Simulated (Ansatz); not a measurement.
## Electronic structure of Hf5O3 in real space

Input file:

```
crystal:
  lattice:
    - [1.6194400593, 0.9349841541, 12.948690914]
    - [-1.6194400593, 0.9349841541, 12.948690914]
    - [0.0, -1.8699683083, 12.948690914]
  atoms:
    - { symbol: Hf, position: [0.7353625009, 0.7353625009, 0.7353625009] }
    - { symbol: Hf, position: [0.2646374991, 0.2646374991, 0.2646374991] }
    - { symbol: Hf, position: [0.0, 0.0, 0.0] }
    - { symbol: Hf, position: [0.8687733317, 0.8687733317, 0.8687733317] }
    - { symbol: Hf, position: [0.1312266683, 0.1312266683, 0.1312266683] }
    - { symbol: O, position: [0.3668852322, 0.3668852322, 0.3668852322] }
    - { symbol: O, position: [0.6331147678, 0.6331147678, 0.6331147678] }
    - { symbol: O, position: [0.5, 0.5, 0.5] }
basis:
  ecutwfc: 420
kpoints:
  mp_grid: { grid: [12, 12, 12] }
hamiltonian:
  xc: pbe
scf:
  occupations: { method: gaussian, width: 0.1 }
  n_extra_bands: 20
output:
  forces: true
  stress: true
  eigenvalues: true
  populations: true
  dos: { projected: true, de: 0.02, nscf_kmesh: { grid: [15, 15, 15] } }
  bader: false
  write_density: true
  write_potential: true
  elf: true
  volumetric_format: npy
```

Launched as:

```sh
ansatz run input.yaml --threads 1 --pin off --max-ram 2560MiB --backend cpu --events-out ev --progress --plain --runs-dir out
```

Below, planes, directions and counts refer to the conventional cell (a = 3.24 Å, b = 3.24 Å, c = 38.85 Å, α = 90.00°, β = 90.00°, γ = 120.00°).

Space group R-3m; a generated structure, not necessarily the stable one.

Level of theory: DFT PBE, scalar-relativistic, plane waves, PAW (Ansatz).

Core electrons are frozen (PAW), and the valence fields are smoothed inside the atomic spheres.

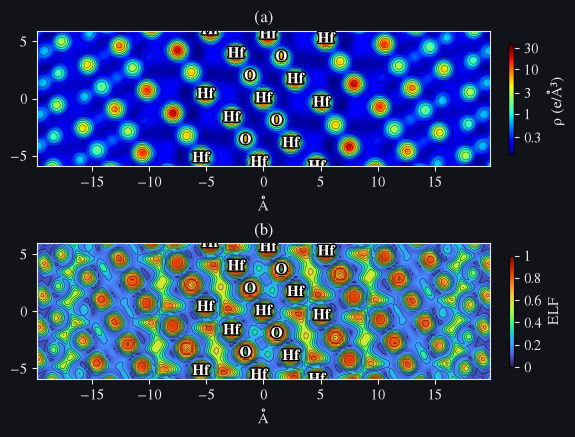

Figure 1. (a) valence charge density (pseudo); (b) ELF on the (111) plane of the conventional cell.

### What do the fields say about this system?

Atoms in the plane: Hf and O.
Atoms just off the plane (Hf, 0.3 Å away and O, 0.3 Å away) can leave unmarked features too.
Hf–O (2.28 Å): the density is about 0.43 e/Å³ at the midpoint; the ELF peaks at about 0.80 in the valence shell of O, 0.6 Å from its nucleus, and drops to about 0.10 between the two atoms (no shared electron pair shows on this line).
Hf–Hf (3.07 Å): ρ at the midpoint is about 0.22 e/Å³; the ELF is about 0.25 at the midpoint; no shared electron pair shows on this line.
Hf–O (2.32 Å): ρ is about 0.39 e/Å³ halfway; the ELF is about 0.10 at the midpoint; no localised pair shows between them.
Between the atoms the lowest density in this plane is 0.12 e/Å³.
The ELF has a maximum of about 0.85 in the space between the atoms, 1.8 Å from four Hf atoms, on no atom or two-centre bond.
The features right at Hf lie inside the PAW spheres, where the map follows smoothed inner orbitals and isn't to be read closely.

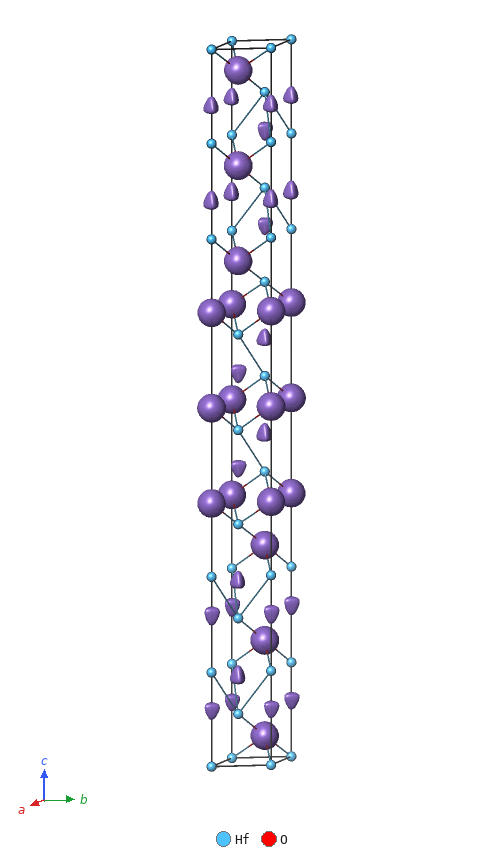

Figure 2. Isosurface of the electron localisation function at 0.75 (purple), seen slightly off an axis. Only the valence region is drawn (cores and ρ < 0.01 e/Å³ removed). Sticks mark near contacts.

### Where are the electrons localised?

At this value the surface marks out nine regions wrapped around O (the valence shell of each) and twelve pockets between the atoms, centred on no nucleus (multi-centre or interstitial), counted in one cell of 24 atoms. Any copies at cell faces, edges or corners count once.

### Does the calculation make it a metal, or give it a gap?

It is gapless in this calculation (a metal or semimetal).
